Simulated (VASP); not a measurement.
HfO2: band-structure run (part 1 of 2)

- system: HfO2 (P4₂/mnm, 6 atoms in the cell)
- method: Kohn-Sham DFT of a periodic cell, SCAN, VASP PAW PBE potentials, recommended, no spin polarisation (VASP 6.6.1)

The structure derives from a Materials Project entry.

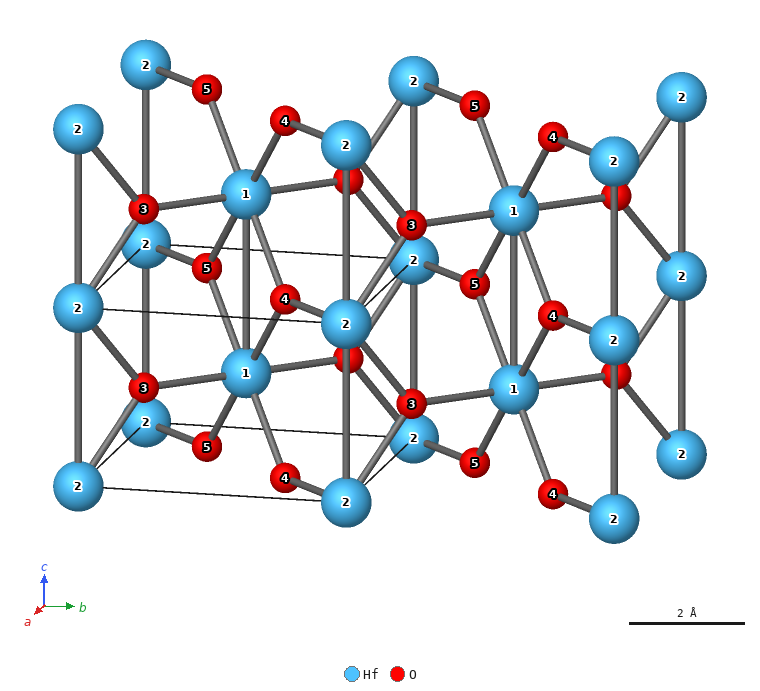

The structure as given in the input (ball-and-stick view of the cell of the calculation, repeated 1 × 2 × 2, seen slightly off an axis; atoms are numbered from 1 in the order of the input). Near neighbours in the crystal (not all of them lie inside the picture): Hf has 2 Hf at 3.21 Å and 6 O at 2.08 Å; O has 3 Hf at 2.08 Å.

Summary

```json
{"quantity": "outcome", "value": "converged"}
{"quantity": "space group (tolerance 0.01 Å)", "value": "P4₂/mnm (136)"}
{"quantity": "electrons treated", "value": "44"}
{"quantity": "free energy", "value": "−173.3762 eV"}
{"quantity": "Fermi energy of the self-consistent step", "value": "2.904 eV"}
{"quantity": "gap on the k-point mesh", "value": "4.39 eV"}
{"quantity": "gap on the band path", "value": "4.39 eV"}
{"quantity": "pressure", "value": "−2.15 GPa"}
{"quantity": "largest force (length of the vector)", "value": "0.041 eV/Å"}
{"quantity": "hardware", "value": "1 thread of Intel Xeon (Sapphire Rapids), 64 GiB of memory available, shared host"}
{"quantity": "wall time", "value": "7.3 min"}
{"quantity": "peak memory", "value": "0.33 GiB"}
```

Spin–orbit coupling is left out, which matters for Hf.

INCAR
```
ALGO = Normal
EDIFF = 1E-6
ENCUT = 520
ISIF = 2
ISMEAR = -1
LASPH = True
LCHARG = False
LMAXMIX = 4
LMIXTAU = True
LREAL = False
LWAVE = False
METAGGA = SCAN
NBANDS = 31
NELM = 60
PREC = Accurate
SIGMA = 0.05
```

KPOINTS
```
k-points
0
Gamma
  6 6 8
```

KPOINTS_OPT
```
path GXMGZRAZ,XR,MA
15
line-mode
reciprocal
 0.0000000000  0.0000000000  0.0000000000  G
 0.0000000000  0.5000000000  0.0000000000  X

 0.0000000000  0.5000000000  0.0000000000  X
 0.5000000000  0.5000000000  0.0000000000  M

 0.5000000000  0.5000000000  0.0000000000  M
 0.0000000000  0.0000000000  0.0000000000  G

 0.0000000000  0.0000000000  0.0000000000  G
 0.0000000000  0.0000000000  0.5000000000  Z

 0.0000000000  0.0000000000  0.5000000000  Z
 0.0000000000  0.5000000000  0.5000000000  R

 0.0000000000  0.5000000000  0.5000000000  R
 0.5000000000  0.5000000000  0.5000000000  A

 0.5000000000  0.5000000000  0.5000000000  A
 0.0000000000  0.0000000000  0.5000000000  Z

 0.0000000000  0.5000000000  0.0000000000  X
 0.0000000000  0.5000000000  0.5000000000  R

 0.5000000000  0.5000000000  0.0000000000  M
 0.5000000000  0.5000000000  0.5000000000  A
```

POSCAR
```
HfO2
1.0
    4.8135329900      0.0000000000      0.0000000000
    0.0000000000      4.8135329900      0.0000000000
    0.0000000000      0.0000000000      3.2054154100
Hf O
2 4
Direct
    0.5000000000      0.5000000000      0.5000000000
    0.0000000000      0.0000000000      0.0000000000
    0.8050448800      0.1949551200      0.5000000000
    0.6949551200      0.6949551200      0.0000000000
    0.3050448800      0.3050448800      0.0000000000
    0.1949551200      0.8050448800      0.5000000000
```

Launch command:
```bash
cat potpaw_PBE.64/Hf_pv/POTCAR potpaw_PBE.64/O/POTCAR > POTCAR
mpirun -np 1 vasp_std > vasp.out
```

OSZICAR
```
N       E                     dE             d eps       ncg     rms          rms(c)
DAV:   1     0.127022109206E+03    0.12702E+03   -0.25232E+04  3100   0.143E+03
DAV:   2    -0.183731059564E+03   -0.31075E+03   -0.29826E+03  3937   0.359E+02
DAV:   3    -0.197738022544E+03   -0.14007E+02   -0.13946E+02  3865   0.697E+01
DAV:   4    -0.197879592246E+03   -0.14157E+00   -0.14151E+00  3921   0.771E+00
DAV:   5    -0.197881370048E+03   -0.17778E-02   -0.17777E-02  3987   0.783E-01    0.884E+01
DAV:   6    -0.173768617757E+03    0.24113E+02   -0.29022E+01  3565   0.320E+01    0.673E+01
DAV:   7    -0.174770362464E+03   -0.10017E+01   -0.53765E+00  3876   0.190E+01    0.259E+01
DAV:   8    -0.171892325177E+03    0.28780E+01   -0.33806E+00  3660   0.126E+01    0.707E+00
DAV:   9    -0.172415328311E+03   -0.52300E+00   -0.63530E+00  3562   0.133E+01    0.963E+00
DAV:  10    -0.172947352426E+03   -0.53202E+00   -0.11131E+00  3696   0.585E+00    0.116E+00
DAV:  11    -0.173014048713E+03   -0.66696E-01   -0.98485E-02  3254   0.265E+00    0.140E+00
DAV:  12    -0.173297324154E+03   -0.28328E+00   -0.80033E-02  3541   0.195E+00    0.111E+00
DAV:  13    -0.173372145359E+03   -0.74821E-01   -0.46167E-02  3492   0.167E+00    0.368E-01
DAV:  14    -0.173365289916E+03    0.68554E-02   -0.78020E-03  3360   0.916E-01    0.408E-01
DAV:  15    -0.173372167828E+03   -0.68779E-02   -0.49768E-03  3163   0.739E-01    0.868E-02
DAV:  16    -0.173375587810E+03   -0.34200E-02   -0.23613E-03  3114   0.483E-01    0.102E-01
DAV:  17    -0.173375984136E+03   -0.39633E-03   -0.29635E-04  3980   0.116E-01    0.473E-02
DAV:  18    -0.173376145498E+03   -0.16136E-03   -0.17906E-04  3184   0.136E-01    0.332E-02
DAV:  19    -0.173376106872E+03    0.38626E-04   -0.37891E-05  3282   0.560E-02    0.884E-03
DAV:  20    -0.173376150745E+03   -0.43873E-04   -0.46310E-05  3205   0.660E-02    0.222E-02
DAV:  21    -0.173376154910E+03   -0.41653E-05   -0.18396E-06  3287   0.132E-02    0.391E-03
DAV:  22    -0.173376154378E+03    0.53187E-06   -0.23858E-07  2202   0.477E-03
   1 F= -.17337615E+03 E0= -.17337615E+03  d E =-.710580E-10
       N       E                     dE             ncg
DAV:   1    -0.790615253641E+04   -0.35589E+05     3100
DAV:   2    -0.227984812519E+05   -0.14892E+05     3870
DAV:   3    -0.235341819153E+05   -0.73570E+03     3936
DAV:   4    -0.235443702260E+05   -0.10188E+02     3875
DAV:   5    -0.235445754299E+05   -0.20520E+00     4023
DAV:   6    -0.235445794648E+05   -0.40349E-02     3921
DAV:   7    -0.235445796035E+05   -0.13871E-03     3992
DAV:   8    -0.235445796092E+05   -0.56662E-05     3129
DAV:   9    -0.235445796095E+05   -0.30088E-06     2572
       N       E                     dE             ncg
DAV:   1    -0.832281841107E+04   -0.85054E+05     3100
DAV:   2    -0.228974002478E+05   -0.14575E+05     3870
DAV:   3    -0.235823554247E+05   -0.68496E+03     3849
DAV:   4    -0.235912093939E+05   -0.88540E+01     4039
DAV:   5    -0.235913584834E+05   -0.14909E+00     4003
DAV:   6    -0.235913627612E+05   -0.42779E-02     4182
DAV:   7    -0.235913629048E+05   -0.14357E-03     4074
DAV:   8    -0.235913629107E+05   -0.58952E-05     3214
DAV:   9    -0.235913629110E+05   -0.34126E-06     2586
       N       E                     dE             ncg
DAV:   1     0.203275503857E+05   -0.52451E+05     2170
DAV:   2     0.989244168723E+04   -0.10435E+05     2771
DAV:   3     0.939311800245E+04   -0.49932E+03     2669
DAV:   4     0.938614318038E+04   -0.69748E+01     2844
DAV:   5     0.938602921430E+04   -0.11397E+00     2743
DAV:   6     0.938602623203E+04   -0.29823E-02     2970
DAV:   7     0.938602614619E+04   -0.85838E-04     2775
DAV:   8     0.938602614240E+04   -0.37908E-05     2290
DAV:   9     0.938602614221E+04   -0.19745E-06     1799
```

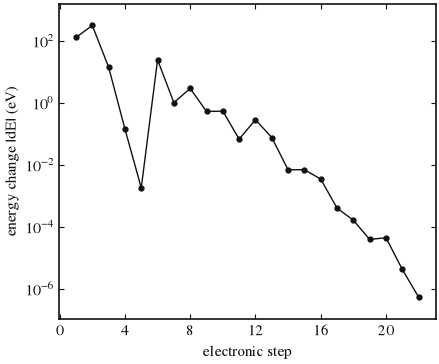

Convergence of the self-consistent field: energy change |dE| against the electronic step. It takes 22 electronic steps. The density is held fixed in the first few steps, and dE rises again when its update begins.

Parts of OUTCAR
```
EDIFF = 1E-6
   ENCUT = 520
   ISIF = 2
   ISMEAR = -1
   LASPH = True
   LREAL = False
   METAGGA = SCAN
   NELM = 60
   PREC = Accurate

 ion  position               nearest neighbor table
   1  0.500  0.500  0.500-   3 2.08   6 2.08   5 2.08   4 2.08   4 2.08   5 2.08   2 3.76   2 3.76
                             2 3.76   2 3.76   2 3.76   2 3.76   2 3.76   2 3.76
   2  0.000  0.000  0.000-   4 2.08   5 2.08   3 2.08   6 2.08   3 2.08   6 2.08   1 3.76   1 3.76
                             1 3.76   1 3.76   1 3.76   1 3.76   1 3.76   1 3.76
   3  0.805  0.195  0.500-   1 2.08   2 2.08   2 2.08
   4  0.695  0.695  0.000-   2 2.08   1 2.08   1 2.08
   5  0.305  0.305  0.000-   2 2.08   1 2.08   1 2.08
   6  0.195  0.805  0.500-   1 2.08   2 2.08   2 2.08

  LATTYP: Found a simple tetragonal cell.
 ALAT       =     4.8135329900
 C/A-ratio  =     0.6659174076

  Lattice vectors:

 A1 = (   4.8135329900,   0.0000000000,   0.0000000000)
 A2 = (   0.0000000000,   4.8135329900,   0.0000000000)
 A3 = (   0.0000000000,   0.0000000000,   3.2054154100)

Analysis of symmetry for initial positions (statically):
=====================================================================
 Subroutine PRICEL returns:
 Original cell was already a primitive cell.

 Routine SETGRP: Setting up the symmetry group for a
 simple tetragonal supercell.

 Subroutine GETGRP returns: Found 16 space group operations
 (whereof  8 operations were pure point group operations)
 out of a pool of 16 trial point group operations.

The static configuration has the point symmetry D_2h.
 The point group associated with its full space group is D_4h.

Analysis of symmetry for dynamics (positions and initial velocities):
=====================================================================
 Subroutine PRICEL returns:
 Original cell was already a primitive cell.

 Routine SETGRP: Setting up the symmetry group for a
 simple tetragonal supercell.

 Subroutine GETGRP returns: Found 16 space group operations
 (whereof  8 operations were pure point group operations)
 out of a pool of 16 trial point group operations.

The dynamic configuration has the point symmetry D_2h.
 The point group associated with its full space group is D_4h.

 Subroutine INISYM returns: Found 16 space group operations
 (whereof  8 operations are pure point group operations),
 and found     1 'primitive' translations

----------------------------------------------------------------------------------------

                                     Primitive cell

  volume of cell :      74.2698

  direct lattice vectors                    reciprocal lattice vectors
     4.813532990  0.000000000  0.000000000     0.207747615  0.000000000  0.000000000
     0.000000000  4.813532990  0.000000000     0.000000000  0.207747615  0.000000000
     0.000000000  0.000000000  3.205415410     0.000000000  0.000000000  0.311972045

  length of vectors
     4.813532990  4.813532990  3.205415410     0.207747615  0.207747615  0.311972045

  position of ions in fractional coordinates (direct lattice)
     0.500000000  0.500000000  0.500000000
     0.000000000  0.000000000  0.000000000
     0.805044880  0.194955120  0.500000000
     0.694955120  0.694955120  0.000000000
     0.305044880  0.305044880  0.000000000
     0.194955120  0.805044880  0.500000000

  ion indices of the primitive-cell ions
   primitive index   ion index
                 1           1
                 2           2
                 3           3
                 4           4
                 5           5
                 6           6

----------------------------------------------------------------------------------------

 KPOINTS: k-points

Automatic generation of k-mesh.
 Grid dimensions read from file:
 generate k-points for:    6    6    8

 Generating k-lattice:

  Cartesian coordinates                     Fractional coordinates (reciprocal lattice)
     0.034624603  0.000000000  0.000000000     0.166666667  0.000000000  0.000000000
     0.000000000  0.034624603  0.000000000     0.000000000  0.166666667  0.000000000
     0.000000000  0.000000000  0.038996506     0.000000000  0.000000000  0.125000000

  Length of vectors
     0.034624603  0.034624603  0.038996506

  Shift w.r.t. Gamma in fractional coordinates (k-lattice)
     0.000000000  0.000000000  0.000000000

 Subroutine IBZKPT returns following result:
 ===========================================

 Found     50 irreducible k-points:

 Following reciprocal coordinates:
            Coordinates               Weight
  0.000000  0.000000  0.000000      1.000000
  0.166667  0.000000  0.000000      4.000000
  0.333333  0.000000  0.000000      4.000000
  0.500000  0.000000  0.000000      2.000000
  0.166667  0.166667  0.000000      4.000000
  0.333333  0.166667  0.000000      8.000000
  0.500000  0.166667  0.000000      4.000000
  0.333333  0.333333  0.000000      4.000000
  0.500000  0.333333  0.000000      4.000000
  0.500000  0.500000  0.000000      1.000000
  0.000000  0.000000  0.125000      2.000000
  0.166667  0.000000  0.125000      8.000000
  0.333333  0.000000  0.125000      8.000000
  0.500000  0.000000  0.125000      4.000000
  0.166667  0.166667  0.125000      8.000000
  0.333333  0.166667  0.125000     16.000000
  0.500000  0.166667  0.125000      8.000000
  0.333333  0.333333  0.125000      8.000000
  0.500000  0.333333  0.125000      8.000000
  0.500000  0.500000  0.125000      2.000000
  0.000000  0.000000  0.250000      2.000000
  0.166667  0.000000  0.250000      8.000000
  0.333333  0.000000  0.250000      8.000000
  0.500000  0.000000  0.250000      4.000000
 [... further k-points ...]
```
